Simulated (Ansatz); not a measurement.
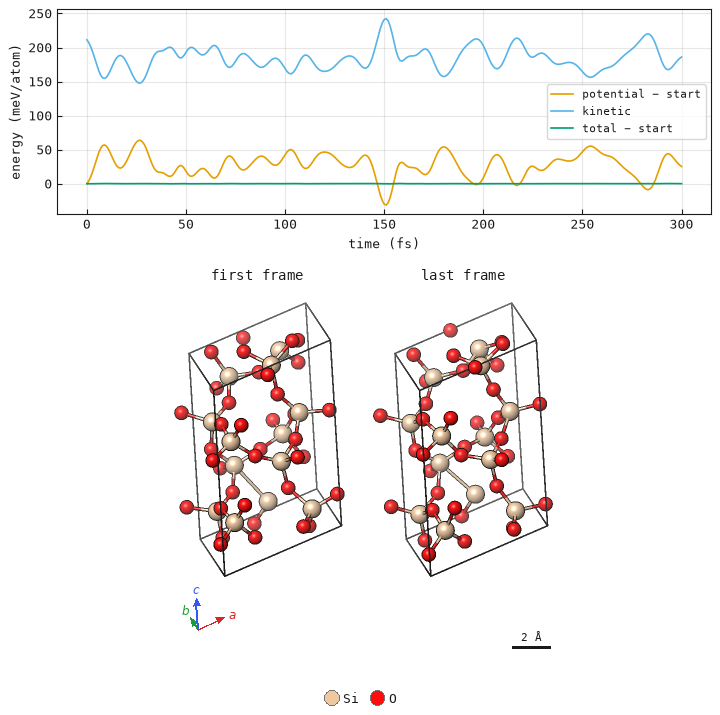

First-principles dynamics of SiO$_{2}$ with an interstitial Si (37 atoms in the cell), 300 fs long. It starts from the last geometry of an earlier run, with fresh velocities. The picture is a ball-and-stick view of the simulation cell, seen slightly off an axis. Bonds to atoms that aren't drawn are left out.

The calculation used DFT PBE, scalar-relativistic, plane waves, PAW in Ansatz. Settings: plane-wave cutoff 420 eV; k-point mesh 1 × 1 × 1; Fermi-Dirac smearing 0.05 eV; constant energy (NVE); velocities drawn for 1680 K; time step 1 fs.

Question: Check the integration.

Answer: The total energy stays between −0.16 and 0.38 meV per atom of its start. A straight-line fit has a slope that amounts to +0.047 meV per atom over 300 fs (under 0.1 % of the mean kinetic energy), its mean offset in the second half is under 0.1 %, and the ripple about the line is 0.6 % of the kinetic energy's fluctuation. With a drift under 2 % and a ripple under 7 %, the integration is accurate. Over the second half the temperature averages 1488 K (spread ±145 K). The potential energy in the second half lies on average 24.3 meV per atom above the first frame.

Limits of the set-up: the periodic images lie only 7.4 Å apart, so the values are limited by the cell's size.

Cost: 11 min on 1 thread of Intel(R) Xeon(R) Platinum 8488C (Sapphire Rapids), with other jobs on the host, peak memory 0.59 GiB.

PAW datasets: the set soft_1.
